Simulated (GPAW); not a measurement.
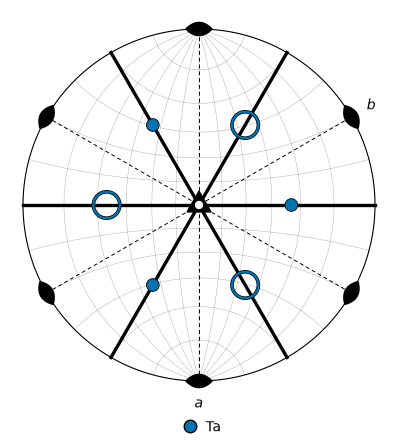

Directions from one nitrogen atom at (0, 0, 0) to its bonded neighbours, in stereographic projection down c (filled: above the plane of the page or in it, open: below). Crystal: Ta2N, a cell listed in the Materials Project, as set up for an electronic-structure calculation. Symmetry computed with spglib at a tolerance of 0.002 Å; standard conventional cell.

Neighbours are counted up to 2.80 Å for Ta. The symmetry elements of the site are drawn in: heavy lines are mirror planes (a heavy rim: a mirror in the plane of the page); lens, triangle, square and hexagon are 2-, 3-, 4- and 6-fold axes, a lens in an open square is −4, a triangle in an open hexagon −6; thin dashed diameters join the ends of axes that lie in the page; a small open circle marks inversion.

```yaml
crystal:
  lattice:
    - [3.11286, 0.00000, 0.00000]
    - [-1.55643, 2.69582, 0.00000]
    - [0.00000, 0.00000, 4.86984]
  atoms:
    - { symbol: Ta, position: [0.33333, 0.66667, 0.25471] }
    - { symbol: Ta, position: [0.66667, 0.33333, 0.74529] }
    - { symbol: N, position: [0.00000, 0.00000, 0.00000] }
```

> How many neighbours are there, and at what angles?

6: 6 Ta at 2.18 Å. Angles between bonds: 89° (6×), 91° (6×), 180° (3×).

> What is the site's symmetry in the crystal?

Point group -3m (D3d), order 12: one threefold axis, three twofold axes, three mirror planes, an inversion centre. In P-3m1, No. 164 this is Wyckoff position 1a.
